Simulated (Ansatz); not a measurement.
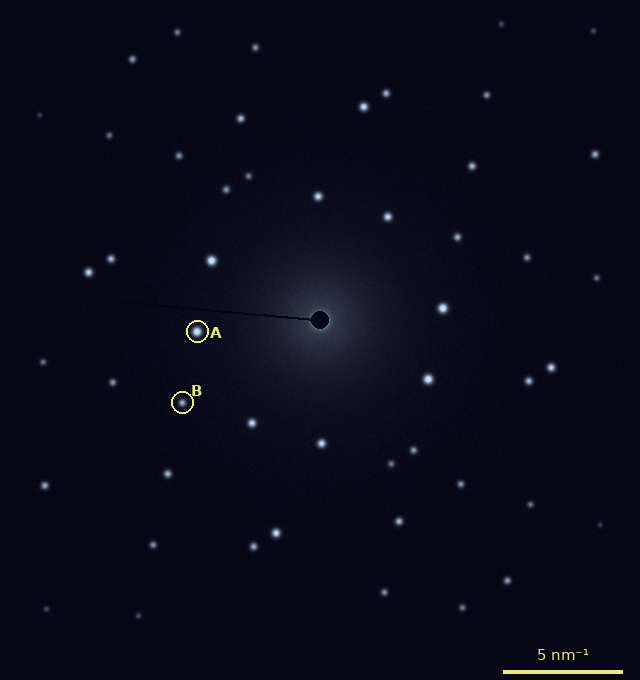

Kinematic zone-axis pattern, calculated for 200 keV electrons with B = 0.5 Å². Two individuals of a reflection twin are superposed (a geometric construction: whether this twin forms is not tested; the second individual is smaller and so fainter). Crystal: Fe, space group P6/mmm (No. 191), a = 3.773 Å, c = 2.371 Å (hexagonal axes), zone axis [101]. Structure: coordinates from a relaxation with DFT, LDA (PW92), plane waves (420 eV) with PAW, scalar-relativistic (Ansatz 0.2.0); the starting structure was generated, so it need not be a known form of this composition.

```
Fe
1.0
     3.77347    0.00000    0.00000
    -1.88673    3.26792    0.00000
     0.00000    0.00000    2.37118
Fe
3
Direct
  0.00000 0.00000 0.00000
  0.33333 0.66667 0.50000
  0.66667 0.33333 0.50000
```

In the first individual spot A is -1 0 1 and spot B is -1 -1 1.

### On which plane is the crystal twinned?

(11-1). The spot positions of the combined pattern are mirror-symmetric about the row through 1 1 -1 (d = 1.476 Å), which both individuals share, while a single individual has only symmetry 2mm without that mirror line. Friedel's law adds a mirror line at right angles, along which no low-index reflection lies.

### Which other reflections coincide?

Within the frame only the reflections of the common row coincide.
